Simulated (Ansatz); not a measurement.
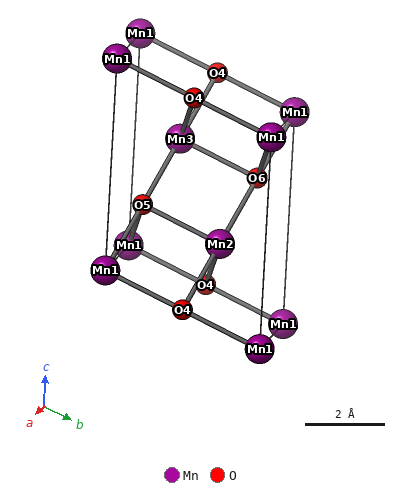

The input geometry of the first run (ball-and-stick view of the reduced cell, seen slightly off an axis; atoms are numbered from 1 in the order of the input). Near neighbours in the crystal (not all of them lie inside the picture): Mn has 6 O at 2.22 Å; O has 6 Mn at 2.22 Å.

**What a change does: single-point calculation on MnO**

System: MnO (Fm-3m, 6 atoms in the cell).
Method of the first run: DFT, PBE, PAW, plane waves, scalar-relativistic (Ansatz 0.2.0).

The structure derives from an entry of the Crystallography Open Database. Text and figures count atoms from 1; the logs count them from 0 in places.

### The input, the first run
```yaml
crystal:
  lattice:
    - [2.21725, 2.21725, 4.4345]
    - [4.4345, 2.21725, 2.21725]
    - [4.4345, 6.65175, 2.21725]
  atoms:
    - { symbol: Mn, position: [0.0, 0.0, 0.0], spin: 4.5, spin_axis: [-4.437, 0.249, -0.705] }
    - { symbol: Mn, position: [0.3333333, 0.6666667, 0.6666667], spin: 4.5, spin_axis: [-0.388, -0.083, 4.482] }
    - { symbol: Mn, position: [0.6666667, 0.3333333, 0.3333333], spin: 4.5, spin_axis: [-2.987, 3.233, -0.934] }
    - { symbol: O, position: [0.0, 0.5, 0.5] }
    - { symbol: O, position: [0.3333333, 0.1666667, 0.1666667] }
    - { symbol: O, position: [0.6666667, 0.8333333, 0.8333333] }
hamiltonian:
  xc: pbe
  pseudopotentials: { kind: paw }
  noncollinear_xc: multicollinear
basis:
  ecutwfc: 420
kpoints:
  mp_grid: { grid: [4, 5, 3] }
scf:
  occupations: { method: fermi_dirac, width: 0.02 }
  lower_state_search: "off"
  max_iter: 150
output:
  forces: true
  stress: true
magnetization:
  noncollinear: true
```

Command:
```bash
ansatz run input.yaml --threads 4 --pin off --max-ram 9216MiB --backend cpu --events-out ev --progress --plain --runs-dir out
```

Hardware: 4 threads of Arm Neoverse V1, 24 GiB of memory available, shared host.

### Output, shortened to warnings, some set-up lines, iterations and results (the first run)
```
Warning: crystal.symmetry: narrowed to the stabiliser of the k-point mesh — unitary ops 4 → 1; excluded 3 operations that carry a point of the 4×5×3 mesh (shift [0, 0, 0]) off the mesh (the run samples exactly the mesh kpoints.mp_grid names, as under crystal.symmetry.detect: false, and its converged state has the mesh's symmetry, not the crystal's; ε∞, the Born charges and the force constants of …
Basis set: ecut = 420 eV, 1273 PW (Γ), FFT grids on a1−a2, a2−a3, a1+a2−a3, exchange–correlation on 48×60×80 points (8 copies of the dense FFT grid, shifted against one another)
Symmetry: 1 space group operations
k-points: 60
Initial density: superposition of atomic densities (chi_scale 0.1, normalization cell, long waves kept (reshape's long-wave potential 0.00 eV rms))
[...]
SCF iter   1: F=—  HF=-13404.558371 eV  |F-HF|=—  |Δ(HF+E_count)|=         —  Δρ=2.98e-1  dr2=5.44e1  dr2_m=1.25e0  ethr=3.10e-3  |M|=7.70e0 ∫|m|=1.13e1 μB  |m|>n=0.0e0 …
SCF iter   2: F=—  HF=-13398.105030 eV  |F-HF|=—  |Δ(HF+E_count)|=    6.45e0  Δρ=5.09e-2  dr2=1.51e0  dr2_m=5.79e-1  ethr=3.10e-3  |M|=9.39e0 ∫|m|=1.39e1 μB  |m|>n=0.0e0 …
SCF iter   3: F=—  HF=-13398.322689 eV  |F-HF|=—  |Δ(HF+E_count)|=   2.18e-1  Δρ=3.50e-2  dr2=7.32e-1  dr2_m=1.68e-1  ethr=2.40e-3  |M|=9.61e0 ∫|m|=1.41e1 μB  |m|>n=0.0e0 …
SCF iter   4: F=—  HF=-13398.394297 eV  |F-HF|=—  |Δ(HF+E_count)|=   7.16e-2  Δρ=1.59e-2  dr2=7.45e-2  dr2_m=5.27e-2  ethr=1.16e-3  |M|=9.62e0 ∫|m|=1.41e1 μB  |m|>n=0.0e0 …
SCF iter   5: F=—  HF=-13398.558682 eV  |F-HF|=—  |Δ(HF+E_count)|=   1.64e-1  Δρ=1.46e-2  dr2=4.88e-2  dr2_m=4.82e-2  ethr=1.18e-4  |M|=9.66e0 ∫|m|=1.42e1 μB  |m|>n=0.0e0 …
[... 44 lines ...]
SCF iter  50: F=—  HF=-13398.892658 eV  |F-HF|=—  |Δ(HF+E_count)|=   6.96e-6  Δρ=5.57e-5  dr2=4.96e-8  dr2_m=7.64e-7  ethr=9.46e-11  |M|=9.52e-2 ∫|m|=1.37e1 μB  |m|>n=0.0e0 …
SCF iter  51: F=—  HF=-13398.892665 eV  |F-HF|=—  |Δ(HF+E_count)|=   7.42e-6  Δρ=4.71e-5  dr2=7.25e-9  dr2_m=4.81e-7  ethr=7.87e-11  |M|=7.24e-2 ∫|m|=1.37e1 μB  |m|>n=0.0e0 …
SCF iter  52: F=—  HF=-13398.892675 eV  |F-HF|=—  |Δ(HF+E_count)|=   9.94e-6  Δρ=2.50e-5  dr2=9.38e-9  dr2_m=1.96e-7  ethr=1.15e-11  |M|=1.29e-2 ∫|m|=1.37e1 μB  |m|>n=0.0e0 …
SCF iter  53: F=-13398.892675 eV  HF=-13398.892675 eV  |F-HF|=4.97e-8  |Δ(HF+E_count)|=   3.32e-7  Δρ=1.54e-5  dr2=8.94e-9  dr2_m=8.04e-8  ethr=1.15e-11  |M|=2.09e-3 …
SCF 1 converged in 53 iterations: F = -13398.892675 eV  dr2 = 8.94e-9
SCF converged after 53 iterations
Magnetization: |M| = 0.0021 μB,  M = (-0.0004, -0.0004, -0.0020) μB
Absolute magnetization: 13.7278 μB (∫|m|, with the PAW one-centre terms)
  site 0: m = (-2.9670, -2.4694, -1.3163) μB, |m| = 4.0784 μB  (R = 0.91 Å)
  site 1: m = (+2.5584, -1.2597, +2.9157) μB, |m| = 4.0784 μB  (R = 0.91 Å)
  site 2: m = (+0.4082, +3.7287, -1.6011) μB, |m| = 4.0784 μB  (R = 0.91 Å)
  site 3: m = (+0.0023, +0.0020, +0.0010) μB, |m| = 0.0032 μB  (R = 0.91 Å)
  site 4: m = (-0.0020, +0.0010, -0.0023) μB, |m| = 0.0033 μB  (R = 0.91 Å)
  site 5: m = (-0.0003, -0.0030, +0.0012) μB, |m| = 0.0032 μB  (R = 0.91 Å)
Free energy (F): -13398.892675 eV
Harris-Foulkes:  -13398.892675 eV  (|F-HF|=4.97e-8)
Internal energy: -13398.892258 eV  (E = F + TS)
E sigma→0 (E₀):  -13398.892467 eV
Entropy (-TS):   -0.000417 eV (-0.069 meV/atom)
Fermi energy:    13.602606 eV
--- Per-component energies (eV) ---
  E_band       = -735.381556
  E_kinetic    = 1422.605391
  E_local      = -6667.439858  (includes V_loc(G=0)·N_el)
  E_nonlocal   = 907.855159
  E_hartree    = 2674.055870
  E_xc         = -553.992262
  E_vxc        = -707.694481  (∫ρ·V_xc dr)
  E_paw        = -4397.958608  (= ΣΔE_a)
  E_vpaw       = -1038.830367  (= ΣTr[D̂ρ^β])
  E_aug_tail   = 0.007130  (compensation charges beyond the density's cutoff)
  E_ewald      = -6784.025080
  E_smearing   = -0.000417  (= −TS)
  E_closure    = 0.000000  (closes the sum)
  Σ components = -13398.892675   (vs F -13398.892675, Δ=0.00e0)
--- Forces (eV/Å), atoms counted from 1 ---
  atom   1  Mn    -0.00000946    -0.00000026    -0.00000927
  atom   2  Mn    -0.00000464     0.00000011    -0.00000457
  atom   3  Mn     0.00001408     0.00000039     0.00001380
  atom   4  O      0.00000201     0.00000019     0.00000227
  atom   5  O      0.00000475     0.00000009     0.00000511
  atom   6  O     -0.00000685    -0.00000030    -0.00000739
  max |Σ_I F_I| component: 2.26e-7 eV/Å
--- Stress (GPa, compression-positive) ---
        1.322872      -0.009273      -1.248540
       -0.009273       0.669893      -0.013586
       -1.248539      -0.013586       1.259007
  P = ⅓ Tr σ = 1.0839 GPa (10.839 kbar)
```

For the second run the input was changed thus:
```diff
-    - { symbol: Mn, position: [0.0, 0.0, 0.0], spin: 4.5, spin_axis: [-4.437, 0.249, -0.705] }
-    - { symbol: Mn, position: [0.3333333, 0.6666667, 0.6666667], spin: 4.5, spin_axis: [-0.388, -0.083, 4.482] }
-    - { symbol: Mn, position: [0.6666667, 0.3333333, 0.3333333], spin: 4.5, spin_axis: [-2.987, 3.233, -0.934] }
+    - { symbol: Mn, position: [0.0, 0.0, 0.0], spin: 4.5, spin_axis: [1.539, 0.0, 4.229] }
+    - { symbol: Mn, position: [0.3333333, 0.6666667, 0.6666667], spin: 4.5, spin_axis: [1.539, 0.0, -4.229] }
+    - { symbol: Mn, position: [0.6666667, 0.3333333, 0.3333333], spin: 4.5, spin_axis: [1.539, 0.0, -4.229] }
```

How does the second run compare with the first run?

With the same functional and potentials, the second run lies 7.7 meV per atom higher. The net moment of the cell goes from 0.00 to 5.00 μB. The pressure goes from 1.08 to 1.56 GPa. The largest force goes from 0.000 to 0.108 eV/Å. The SCF takes 22 iterations against 53. The irreducible k-points go from 60 to 31. On the same kind of shared host the second run took about 0.21 times as long.

### Output, shortened to warnings, some set-up lines, iterations and results (the second run)
```
Warning: crystal.symmetry: narrowed to the stabiliser of the k-point mesh — unitary ops 8 → 2, anti-unitary 8 → 2; excluded 12 operations that carry a point of the 4×5×3 mesh (shift [0, 0, 0]) off the mesh (the run samples exactly the mesh kpoints.mp_grid names, as under crystal.symmetry.detect: false, and its converged state has the mesh's symmetry, not the crystal's; ε∞, the Born charges and …
Basis set: ecut = 420 eV, 1273 PW (Γ), FFT grids on a1−a2, a2−a3, a1+a2−a3, exchange–correlation on 48×60×80 points (8 copies of the dense FFT grid, shifted against one another)
Symmetry: 2 space group operations + 2 with time reversal
k-points: 31 of 60
Initial density: superposition of atomic densities (chi_scale 0.1, normalization cell, long waves kept (reshape's long-wave potential 0.00 eV rms))
[...]
SCF iter   1: F=—  HF=-13404.605781 eV  |F-HF|=—  |Δ(HF+E_count)|=         —  Δρ=2.99e-1  dr2=5.49e1  dr2_m=1.19e0  ethr=3.10e-3  |M|=5.32e0 ∫|m|=1.11e1 μB  |m|>n=0.0e0 …
SCF iter   2: F=—  HF=-13398.195377 eV  |F-HF|=—  |Δ(HF+E_count)|=    6.41e0  Δρ=6.34e-2  dr2=1.54e0  dr2_m=6.57e-1  ethr=3.10e-3  |M|=6.70e0 ∫|m|=1.39e1 μB  |m|>n=0.0e0 …
SCF iter   3: F=—  HF=-13398.364126 eV  |F-HF|=—  |Δ(HF+E_count)|=   1.69e-1  Δρ=3.46e-2  dr2=6.99e-1  dr2_m=1.10e-1  ethr=2.44e-3  |M|=6.72e0 ∫|m|=1.40e1 μB  |m|>n=0.0e0 …
SCF iter   4: F=—  HF=-13398.483862 eV  |F-HF|=—  |Δ(HF+E_count)|=   1.20e-1  Δρ=1.55e-2  dr2=7.90e-2  dr2_m=2.96e-2  ethr=1.11e-3  |M|=6.68e0 ∫|m|=1.40e1 μB  |m|>n=0.0e0 …
SCF iter   5: F=—  HF=-13398.633097 eV  |F-HF|=—  |Δ(HF+E_count)|=   1.49e-1  Δρ=1.01e-2  dr2=3.20e-2  dr2_m=1.91e-2  ethr=1.25e-4  |M|=6.66e0 ∫|m|=1.40e1 μB  |m|>n=0.0e0 …
[... 13 lines ...]
SCF iter  19: F=—  HF=-13398.846189 eV  |F-HF|=—  |Δ(HF+E_count)|=   4.34e-5  Δρ=5.43e-4  dr2=1.02e-6  dr2_m=4.50e-5  ethr=5.11e-9  |M|=5.00e0 ∫|m|=1.39e1 μB  |m|>n=0.0e0 …
SCF iter  20: F=—  HF=-13398.846198 eV  |F-HF|=—  |Δ(HF+E_count)|=   8.88e-6  Δρ=1.25e-4  dr2=1.33e-7  dr2_m=3.52e-6  ethr=1.62e-9  |M|=5.00e0 ∫|m|=1.39e1 μB  |m|>n=0.0e0 …
SCF iter  21: F=—  HF=-13398.846197 eV  |F-HF|=—  |Δ(HF+E_count)|=   2.47e-7  Δρ=5.91e-5  dr2=4.88e-8  dr2_m=5.83e-7  ethr=1.59e-10  |M|=5.00e0 ∫|m|=1.39e1 μB  |m|>n=0.0e0 …
SCF iter  22: F=-13398.846197 eV  HF=-13398.846197 eV  |F-HF|=7.12e-9  |Δ(HF+E_count)|=   9.59e-8  Δρ=2.21e-5  dr2=2.88e-8  dr2_m=8.84e-8  ethr=7.75e-11  |M|=5.00e0 …
SCF 1 converged in 22 iterations: F = -13398.846197 eV  dr2 = 2.88e-8
SCF converged after 22 iterations
Magnetization: |M| = 5.0000 μB,  M = (+0.7347, +0.0000, -4.9457) μB
Absolute magnetization: 13.9181 μB (∫|m|, with the PAW one-centre terms)
  site 0: m = (-0.5900, +0.0000, +3.9917) μB, |m| = 4.0350 μB  (R = 0.91 Å)
  site 1: m = (+0.6022, -0.0000, -4.0639) μB, |m| = 4.1083 μB  (R = 0.91 Å)
  site 2: m = (+0.6022, -0.0000, -4.0639) μB, |m| = 4.1083 μB  (R = 0.91 Å)
  site 3: m = (+0.0141, +0.0000, -0.0946) μB, |m| = 0.0956 μB  (R = 0.91 Å)
  site 4: m = (+0.0133, -0.0000, -0.0894) μB, |m| = 0.0903 μB  (R = 0.91 Å)
  site 5: m = (+0.0133, -0.0000, -0.0894) μB, |m| = 0.0903 μB  (R = 0.91 Å)
Free energy (F): -13398.846197 eV
Harris-Foulkes:  -13398.846197 eV  (|F-HF|=7.12e-9)
Internal energy: -13398.845627 eV  (E = F + TS)
E sigma→0 (E₀):  -13398.845912 eV
Entropy (-TS):   -0.000570 eV (-0.095 meV/atom)
Fermi energy:    13.546820 eV
--- Per-component energies (eV) ---
  E_band       = -735.471809
  E_kinetic    = 1422.571472
  E_local      = -6667.241854  (includes V_loc(G=0)·N_el)
  E_nonlocal   = 907.911755
  E_hartree    = 2673.881546
  E_xc         = -554.037041
  E_vxc        = -707.758864  (∫ρ·V_xc dr)
  E_paw        = -4397.913553  (= ΣΔE_a)
  E_vpaw       = -1038.730371  (= ΣTr[D̂ρ^β])
  E_aug_tail   = 0.007127  (compensation charges beyond the density's cutoff)
  E_ewald      = -6784.025080
  E_smearing   = -0.000570  (= −TS)
  E_closure    = -0.000000  (closes the sum)
  Σ components = -13398.846197   (vs F -13398.846197, Δ=0.00e0)
--- Forces (eV/Å), atoms counted from 1 ---
  atom   1  Mn     0.00000000     0.00000000     0.00000000
  atom   2  Mn     0.07888841     0.00213014     0.07381218
  atom   3  Mn    -0.07888841    -0.00213014    -0.07381218
  atom   4  O      0.00000000     0.00000000     0.00000000
  atom   5  O     -0.06664265     0.00089011    -0.06643705
  atom   6  O      0.06664265    -0.00089011     0.06643705
  max |Σ_I F_I| component: 0.00e0 eV/Å
--- Stress (GPa, compression-positive) ---
        1.838283      -0.008046      -1.134663
       -0.008046       1.076121      -0.006051
       -1.134663      -0.006051       1.763573
  P = ⅓ Tr σ = 1.5593 GPa (15.593 kbar)
```

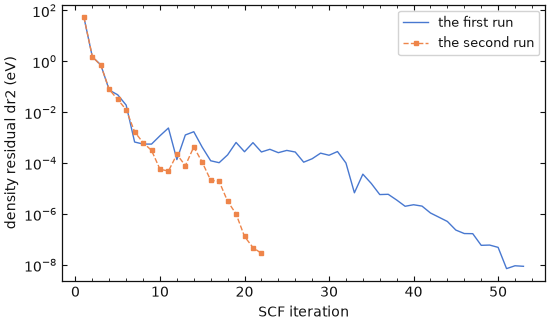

Convergence of the two runs: density residual dr2 against the SCF iteration. The first run takes 53 iterations in all, and the second run takes 22.

### The two runs side by side

| quantity | the first run | the second run |
| --- | --- | --- |
| outcome | converged | converged |
| free energy per atom (eV) | −2233.1488 | −2233.1410 |
| net moment of the cell (μB) | 0.00 | 5.00 |
| absolute moment of the cell (μB) | 13.73 | 13.92 |
| pressure (GPa) | 1.08 | 1.56 |
| largest force (eV/Å) | 0.000 | 0.108 |
| SCF iterations | 53 | 22 |
| irreducible k-points | 60 | 31 |
| plane waves at Γ | 1273 | 1273 |
| wall time (shared host) | 2.2 min | 27 s |

For both runs: Warnings: the k-point mesh lowers the symmetry that the run can use. The k-point mesh is coarse for a cell of this size, so the results may not be converged.
